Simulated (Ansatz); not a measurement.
**Run report: Si (charge +1), geometry relaxation (part 3 of 3)**

Continued. System: Si (defect cell, 33 atoms in the cell, total charge +1). Method: DFT PBEsol, scalar-relativistic, plane waves, PAW, spin-polarised (Ansatz 0.2.0); cutoff 420 eV, 3×3×3 k-mesh, Gaussian smearing of 0.02 eV, collinear spins. The structure derives from a Materials Project entry. It belongs to a series of runs on one base structure; here: Si interstitial, charge +1, atoms relaxed at the host's cell.

**Trajectory as extended XYZ (Å, eV, eV/Å), 3 frames, from step=1 to step=3**
```
33
Lattice="-5.4338 5.4338 5.4338 5.4338 -5.4338 5.4338 5.4338 5.4338 -5.4338" Properties=species:S:1:pos:R:3:forces:R:3 step=1 energy=-20513.08819
Si    1.3614   -1.3685    4.0724    0.0313  -0.0140  -0.0313
Si    6.8024    1.3614    1.3614    0.0140   0.0313   0.0313
Si    1.3614    4.0724   -1.3685    0.0313  -0.0313  -0.0140
Si   -1.3685    1.3614    4.0724   -0.0140   0.0313  -0.0313
Si    1.2865    1.2865    1.2865    0.0424   0.0424   0.0424
Si    4.1474    4.1474    1.2865   -0.0424  -0.0424   0.0424
Si    4.1474    1.2865    4.1474   -0.0424   0.0424  -0.0424
Si   -4.0653    4.0724    4.0724    0.0140  -0.0313  -0.0313
Si   -1.3685    4.0724    1.3614   -0.0140  -0.0313   0.0313
Si    1.3614    6.8024    1.3614    0.0313   0.0140   0.0313
Si    1.2865    4.1474    4.1474    0.0424  -0.0424  -0.0424
Si    4.0724   -4.0653    4.0724   -0.0313   0.0140  -0.0313
Si    1.3614    1.3614    6.8024    0.0313   0.0313   0.0140
Si    4.0724    4.0724   -4.0653   -0.0313  -0.0313   0.0140
Si    4.0724    1.3614   -1.3685   -0.0313   0.0313  -0.0140
Si    4.0724   -1.3685    1.3614   -0.0313  -0.0140   0.0313
Si    5.4338    2.7169   -2.7169    0.0000   0.0000   0.0000
Si    5.3700    0.0638    0.0638   -0.0016   0.0016   0.0016
Si    5.4338   -2.7169    2.7169    0.0000   0.0000   0.0000
Si    2.7169    5.4338   -2.7169    0.0000   0.0000   0.0000
Si   -0.0638   -0.0638   -0.0638   -0.0016  -0.0016  -0.0016
Si    2.7169    2.7169   -0.0123    0.0000   0.0000  -0.1157
Si    2.7169   -0.0123    2.7169    0.0000  -0.1157   0.0000
Si    5.4461    2.7169    2.7169    0.1157   0.0000   0.0000
Si    2.7169   -2.7169    5.4338    0.0000   0.0000   0.0000
Si    0.0638    5.3700    0.0638    0.0016  -0.0016   0.0016
Si   -0.0123    2.7169    2.7169   -0.1157   0.0000   0.0000
Si    2.7169    5.4461    2.7169    0.0000   0.1157   0.0000
Si    0.0638    0.0638    5.3700    0.0016   0.0016  -0.0016
Si    2.7169    2.7169    5.4461    0.0000   0.0000   0.1157
Si   -2.7169    5.4338    2.7169    0.0000   0.0000   0.0000
Si   -2.7169    2.7169    5.4338    0.0000   0.0000   0.0000
Si    2.7169    2.7169    2.7169    0.0000   0.0000   0.0000
33
Lattice="-5.4338 5.4338 5.4338 5.4338 -5.4338 5.4338 5.4338 5.4338 -5.4338" Properties=species:S:1:pos:R:3:forces:R:3 step=2 energy=-20513.09401
Si    1.3608   -1.3713    4.0730    0.0103  -0.0013  -0.0103
Si    6.8051    1.3608    1.3608    0.0013   0.0103   0.0103
Si    1.3608    4.0730   -1.3713    0.0103  -0.0103  -0.0013
Si   -1.3713    1.3608    4.0730   -0.0013   0.0103  -0.0103
Si    1.2900    1.2900    1.2900    0.0240   0.0240   0.0240
Si    4.1438    4.1438    1.2900   -0.0240  -0.0240   0.0240
Si    4.1438    1.2900    4.1438   -0.0240   0.0240  -0.0240
Si   -4.0626    4.0730    4.0730    0.0013  -0.0103  -0.0103
Si   -1.3713    4.0730    1.3608   -0.0013  -0.0103   0.0103
Si    1.3608    6.8051    1.3608    0.0103   0.0013   0.0103
Si    1.2900    4.1438    4.1438    0.0240  -0.0240  -0.0240
Si    4.0730   -4.0626    4.0730   -0.0103   0.0013  -0.0103
Si    1.3608    1.3608    6.8051    0.0103   0.0103   0.0013
Si    4.0730    4.0730   -4.0626   -0.0103  -0.0103   0.0013
Si    4.0730    1.3608   -1.3713   -0.0103   0.0103  -0.0013
Si    4.0730   -1.3713    1.3608   -0.0103  -0.0013   0.0103
Si    5.4338    2.7169   -2.7169    0.0000   0.0000   0.0000
Si    5.3722    0.0617    0.0617   -0.0034   0.0034   0.0034
Si    5.4338   -2.7169    2.7169    0.0000   0.0000   0.0000
Si    2.7169    5.4338   -2.7169    0.0000   0.0000   0.0000
Si   -0.0617   -0.0617   -0.0617   -0.0034  -0.0034  -0.0034
Si    2.7169    2.7169   -0.0217    0.0000   0.0000  -0.0428
Si    2.7169   -0.0217    2.7169    0.0000  -0.0428   0.0000
Si    5.4556    2.7169    2.7169    0.0428   0.0000   0.0000
Si    2.7169   -2.7169    5.4338    0.0000   0.0000   0.0000
Si    0.0617    5.3722    0.0617    0.0034  -0.0034   0.0034
Si   -0.0217    2.7169    2.7169   -0.0428   0.0000   0.0000
Si    2.7169    5.4556    2.7169    0.0000   0.0428   0.0000
Si    0.0617    0.0617    5.3722    0.0034   0.0034  -0.0034
Si    2.7169    2.7169    5.4556    0.0000   0.0000   0.0428
Si   -2.7169    5.4338    2.7169    0.0000   0.0000   0.0000
Si   -2.7169    2.7169    5.4338    0.0000   0.0000   0.0000
Si    2.7169    2.7169    2.7169    0.0000   0.0000   0.0000
33
Lattice="-5.4338 5.4338 5.4338 5.4338 -5.4338 5.4338 5.4338 5.4338 -5.4338" Properties=species:S:1:pos:R:3:forces:R:3 step=3 energy=-20513.09511
Si    1.3601   -1.3724    4.0737    0.0000  -0.0016   0.0000
Si    6.8063    1.3601    1.3601    0.0016   0.0000   0.0000
Si    1.3601    4.0737   -1.3724    0.0000   0.0000  -0.0016
Si   -1.3724    1.3601    4.0737   -0.0016   0.0000   0.0000
Si    1.2935    1.2935    1.2935   -0.0013  -0.0013  -0.0013
Si    4.1404    4.1404    1.2935    0.0013   0.0013  -0.0013
Si    4.1404    1.2935    4.1404    0.0013  -0.0013   0.0013
Si   -4.0614    4.0737    4.0737    0.0016   0.0000   0.0000
Si   -1.3724    4.0737    1.3601   -0.0016   0.0000   0.0000
Si    1.3601    6.8063    1.3601    0.0000   0.0016   0.0000
Si    1.2935    4.1404    4.1404   -0.0013   0.0013   0.0013
Si    4.0737   -4.0614    4.0737    0.0000   0.0016   0.0000
Si    1.3601    1.3601    6.8063    0.0000   0.0000   0.0016
Si    4.0737    4.0737   -4.0614    0.0000   0.0000   0.0016
Si    4.0737    1.3601   -1.3724    0.0000   0.0000  -0.0016
Si    4.0737   -1.3724    1.3601    0.0000  -0.0016   0.0000
Si    5.4338    2.7169   -2.7169    0.0000   0.0000   0.0000
Si    5.3741    0.0597    0.0597   -0.0005   0.0005   0.0005
Si    5.4338   -2.7169    2.7169    0.0000   0.0000   0.0000
Si    2.7169    5.4338   -2.7169    0.0000   0.0000   0.0000
Si   -0.0597   -0.0597   -0.0597   -0.0005  -0.0005  -0.0005
Si    2.7169    2.7169   -0.0278    0.0000   0.0000   0.0019
Si    2.7169   -0.0278    2.7169    0.0000   0.0019   0.0000
Si    5.4616    2.7169    2.7169   -0.0019   0.0000   0.0000
Si    2.7169   -2.7169    5.4338    0.0000   0.0000   0.0000
Si    0.0597    5.3741    0.0597    0.0005  -0.0005   0.0005
Si   -0.0278    2.7169    2.7169    0.0019   0.0000   0.0000
Si    2.7169    5.4616    2.7169    0.0000  -0.0019   0.0000
Si    0.0597    0.0597    5.3741    0.0005   0.0005  -0.0005
Si    2.7169    2.7169    5.4616    0.0000   0.0000  -0.0019
Si   -2.7169    5.4338    2.7169    0.0000   0.0000   0.0000
Si   -2.7169    2.7169    5.4338    0.0000   0.0000   0.0000
Si    2.7169    2.7169    2.7169    0.0000   0.0000   0.0000
```

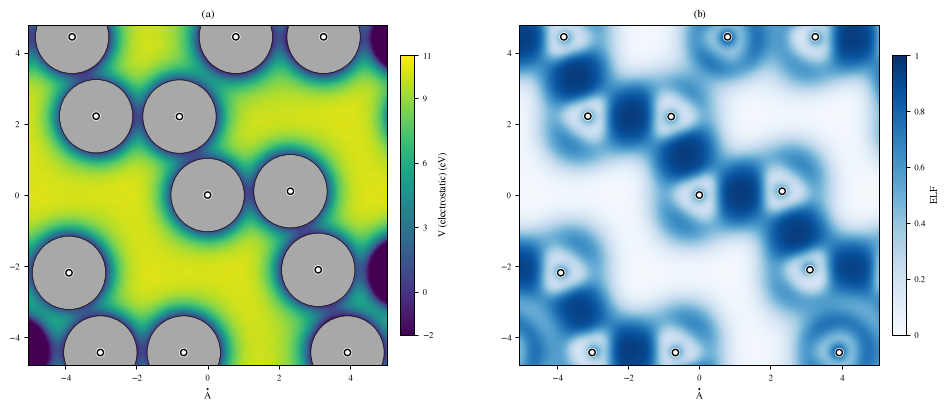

Fig. 1: (a) electrostatic potential (local pseudopotential plus Hartree) felt by an electron; (b) electron localisation function on the (001) plane of the calculation cell. Circles mark the nuclei in the plane (Si). Grey discs, where drawn, cover atomic cores. Atoms in the plane: Si. Si–Si (2.34 Å): the ELF peaks at about 0.95 between the atoms, as expected for localised, shared-pair bonding. Si–Si (2.47 Å): the ELF peaks at about 0.75 between the atoms (localised, shared-pair bonding). Outside the cores the potential energy rises away from the atoms and is highest about 2.2 Å from the nearest atoms; outside the discs it spans about 11 eV, and its zero is arbitrary. In a PAW calculation such maps are meaningful between the atoms, not at the nuclei.

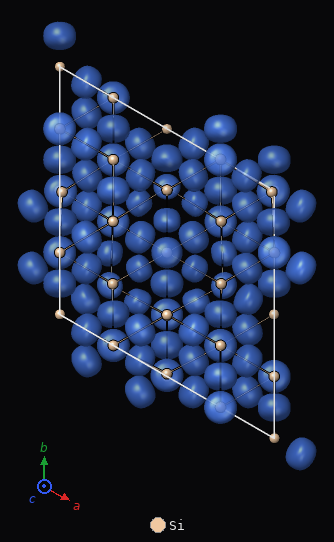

Fig. 2: Isosurface of the ELF at 0.85 (blue), seen along the c axis. Core shells and regions of very low density are left out. Sticks mark near contacts. The outline is the calculation cell. The ELF exceeds this value in 64 regions between bonded Si–Si atoms (shared pairs), counted in one cell of 33 atoms. Profiles from the grid: Si–Si (2.33 Å): the ELF peaks at about 0.95 between the atoms, as expected for localised, shared-pair bonding. Si–Si (2.41 Å): the ELF peaks at about 0.95 between the atoms, which marks a covalent bond.

This output came from the following input.

**Input**
```yaml
crystal:
  lattice:
    - [-5.433834161, 5.433834161, 5.433834161]
    - [5.433834161, -5.433834161, 5.433834161]
    - [5.433834161, 5.433834161, -5.433834161]
  atoms:
    - { symbol: Si, position: [0.2488012717, 0.5, -0.0006533457] }
    - { symbol: Si, position: [0.2505453826, 0.7511987283, 0.7511987283] }
    - { symbol: Si, position: [0.2488012717, -0.0006533457, 0.5] }
    - { symbol: Si, position: [0.5, 0.2488012717, -0.0006533457] }
    - { symbol: Si, position: [0.236751157, 0.236751157, 0.236751157], spin: 0.091 }
    - { symbol: Si, position: [0.5, 0.5, 0.763248843], spin: 0.091 }
    - { symbol: Si, position: [0.5, 0.763248843, 0.5], spin: 0.091 }
    - { symbol: Si, position: [0.7494546174, 0.0006533457, 0.0006533457] }
    - { symbol: Si, position: [0.5, -0.0006533457, 0.2488012717] }
    - { symbol: Si, position: [0.7511987283, 0.2505453826, 0.7511987283] }
    - { symbol: Si, position: [0.763248843, 0.5, 0.5], spin: 0.091 }
    - { symbol: Si, position: [0.0006533457, 0.7494546174, 0.0006533457] }
    - { symbol: Si, position: [0.7511987283, 0.7511987283, 0.2505453826] }
    - { symbol: Si, position: [0.0006533457, 0.0006533457, 0.7494546174] }
    - { symbol: Si, position: [-0.0006533457, 0.2488012717, 0.5] }
    - { symbol: Si, position: [-0.0006533457, 0.5, 0.2488012717] }
    - { symbol: Si, position: [0.0, 0.25, 0.75] }
    - { symbol: Si, position: [0.0117449623, 0.5, 0.5] }
    - { symbol: Si, position: [0.0, 0.75, 0.25] }
    - { symbol: Si, position: [0.25, 0.0, 0.75] }
    - { symbol: Si, position: [-0.0117449623, -0.0117449623, -0.0117449623] }
    - { symbol: Si, position: [0.2488689838, 0.2488689838, 0.5], spin: 0.091 }
    - { symbol: Si, position: [0.2488689838, 0.5, 0.2488689838], spin: 0.091 }
    - { symbol: Si, position: [0.5, 0.7511310162, 0.7511310162], spin: 0.091 }
    - { symbol: Si, position: [0.25, 0.75, 0.0] }
    - { symbol: Si, position: [0.5, 0.0117449623, 0.5] }
    - { symbol: Si, position: [0.5, 0.2488689838, 0.2488689838], spin: 0.091 }
    - { symbol: Si, position: [0.7511310162, 0.5, 0.7511310162], spin: 0.091 }
    - { symbol: Si, position: [0.5, 0.5, 0.0117449623] }
    - { symbol: Si, position: [0.7511310162, 0.7511310162, 0.5], spin: 0.091 }
    - { symbol: Si, position: [0.75, 0.0, 0.25] }
    - { symbol: Si, position: [0.75, 0.25, 0.0] }
    - { symbol: Si, position: [0.5, 0.5, 0.5], spin: 0.091 }
  host:
    lattice:
      - [0.0, 2.7169170805, 2.7169170805]
      - [2.7169170805, 0.0, 2.7169170805]
      - [2.7169170805, 2.7169170805, 0.0]
    atoms:
      - { symbol: Si, position: [0.25, 0.25, 0.25] }
      - { symbol: Si, position: [0.0, 0.0, 0.0] }
total_charge: 1
basis:
  ecutwfc: 420
  xc_grid: 2
kpoints:
  mp_grid: { grid: [3, 3, 3], shift: [0.0, 0.0, 0.0] }
hamiltonian:
  xc: pbesol
scf:
  occupations: { method: gaussian, width: 0.02 }
output:
  forces: true
  stress: false
  eigenvalues: true
  populations: true
  charged_corrections:
    defect_position: [0.5, 0.5, 0.5]
    epsilon: [[13.2922, 0.0, 0.0], [0.0, 13.2922, 0.0], [0.0, 0.0, 13.2922]]
  write_density: true
  write_potential: true
  elf: true
  volumetric_format: npy
magnetization:
  spin_polarized: true
relax:
  adjacent_minimum: "off"
  f_tol: 0.025
  max_steps: 45
```

Launch command:
```bash
ansatz run input.yaml --threads 4 --pin off --max-ram 6144MiB --backend cpu --events-out ev --progress --plain --runs-dir out
```

**Key numbers**

- outcome: converged
- electrons treated: 131
- free energy: −20513.0951 eV
- Fermi energy: 7.110 eV
- gap on the k-point mesh: none (metallic)
- net moment of the cell: 0.00 μB
- integrated absolute moment: 0.00 μB
- final volume: 641.77 Å³
- largest force (length of the vector) at the end: 0.002 eV/Å
- hardware: 4 threads of Arm Neoverse V2, 24 GiB of memory available, shared host
- wall time: 79 s (CPU time 4.8 min)
- peak memory: 1.6 GiB

**Remarks**

The program warns: some starting moments were not kept.
